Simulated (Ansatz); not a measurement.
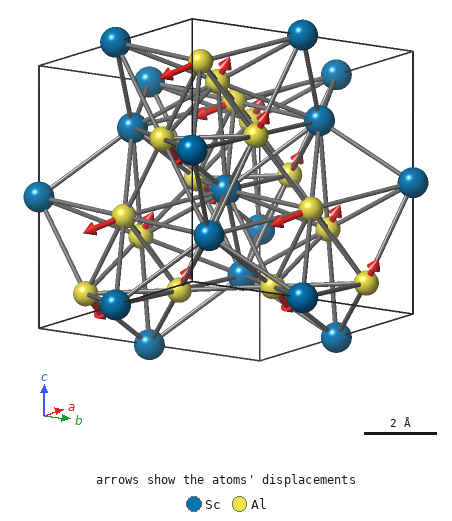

The lowest optical mode of a crystal of ScAl$_{2}$, space group Fd-3m (No. 227), at the zone centre. The red arrows give the relative displacements of the atoms. Style: ball-and-stick. Shown: the conventional cell (4 times the calculation's cell), from a free direction. Lengths and directions refer to the drawn axes.

All numbers below come from Ansatz 0.2.0, DFT PBEsol, scalar-relativistic, plane waves, PAW. (plane-wave cutoff 420 eV; k-point mesh 8 × 8 × 8; occupations fermi dirac; smearing width 0.15 eV; no spin polarisation)

The frequencies depend somewhat on the k-mesh and the smearing.

Is the structure stable against all modes at this point?

Answer. Yes: this softest mode has a real frequency, and so have all others here. That speaks for this wave vector alone: the rest of the zone wasn't checked in this run. This is the T₂u mode (triply degenerate; one member of the set is drawn) at 159 cm⁻¹, the lowest optical level, silent by symmetry (neither infrared- nor Raman-active). The Sc atoms stay at rest; atoms of one kind move against one another, with no net shift of their sublattice.
